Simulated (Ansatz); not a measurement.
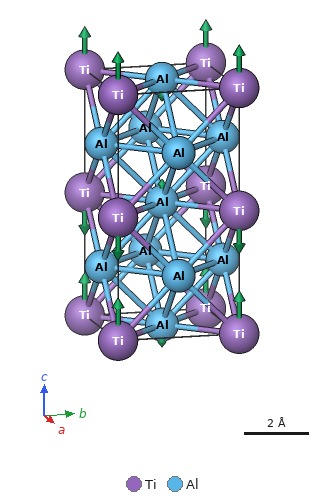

Lattice vibrations of a crystal of TiAl3, at the zone centre of a doubled cell. The levels lie at 188 (×2), 196, 206 (×2), 268, 272 (×3), 290 (×3), 294, 305, 312 (×2), 322 (×2), 360 (×3) cm⁻¹. One mode is drawn. The green arrows are the displacements of the atoms (eigenvector over the root of the mass), of arbitrary overall length and sign. A ball-and-stick model of the cell of the calculation, seen slightly off an axis.

All numbers below come from DFT r2SCAN, scalar-relativistic, plane waves, PAW (Ansatz 0.2.0). (plane-wave cutoff 500 eV; k-point mesh 12 × 12 × 6; occupations gaussian; smearing width 0.15 eV; no spin polarisation)

To which level does it belong?

The level at 196 cm⁻¹. This is a non-degenerate mode, level 2 of 11, counted from below (the three translations aside). The Al (2c) atoms stay at rest; all motion is along c of the drawn cell; atoms of one kind move against one another, with no net shift of any sublattice; the kinetic energy is shared as Ti 93 %, Al 7 %. It changes sign from one half of the doubled cell to the other: it belongs to the zone boundary, q = (0, 0, 1/2) in the reciprocal vectors of the undoubled cell.
